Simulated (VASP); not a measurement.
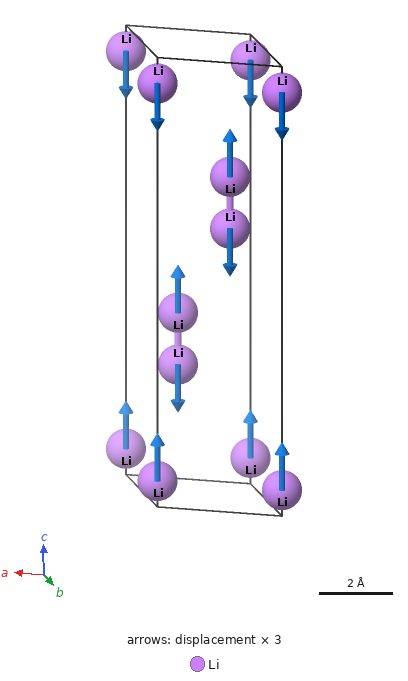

A relaxation of crystalline Li (a generated structure, set up in R-3m). The starting structure is drawn; blue arrows show the displacements (the part carried along by the change of the cell is left out), 3 times their true length.

Style: ball-and-stick. Shown: the conventional cell (3 times the calculation's cell), from a free direction. Lengths and directions refer to the drawn axes.

The run lets cell and atoms move.

The calculation used Kohn-Sham DFT of a periodic cell, PBE, VASP PAW PBE potentials, recommended (VASP).

Input file:
```
SYSTEM = Li
ALGO = Fast
EDIFF = 1E-6
EDIFFG = -0.04
ENCUT = 600
GGA = PE
IBRION = 2
ISIF = 3
ISMEAR = 0
LASPH = .TRUE.
LCHARG = .FALSE.
LREAL = .FALSE.
LWAVE = .FALSE.
NELM = 100
NSW = 90
PREC = Accurate
SIGMA = 0.1
```

Run as
```bash
cat potpaw_PBE.64/Li_sv/POTCAR > POTCAR
mpirun -np 1 vasp_std > vasp.out
```

What did the optimiser do to the structure, and how much energy did it gain?

Answer. Over 9 geometry steps the energy falls by 1028 meV per atom. The largest force component goes from 4.3 to 0.018 eV/Å. The pressure goes from 0.62 to −0.03 GPa. The largest moves relative to the cell, 0.46 Å, are those of Li atoms. The volume changes by −14.7 %, with a = b 3.574 → 3.022 Å (−15.4 %), c 12.836 → 15.305 Å (+19.2 %). Among the contacts that change: Li–Li 1.481 → 2.685 Å, Li–Li 3.574 → 3.022 Å, Li–Li 3.476 → 2.981 Å. The space group stays R-3m (No. 166). The volume changes by over a tenth within one run on a fixed set of plane waves, so the end point should be relaxed again from the new cell.
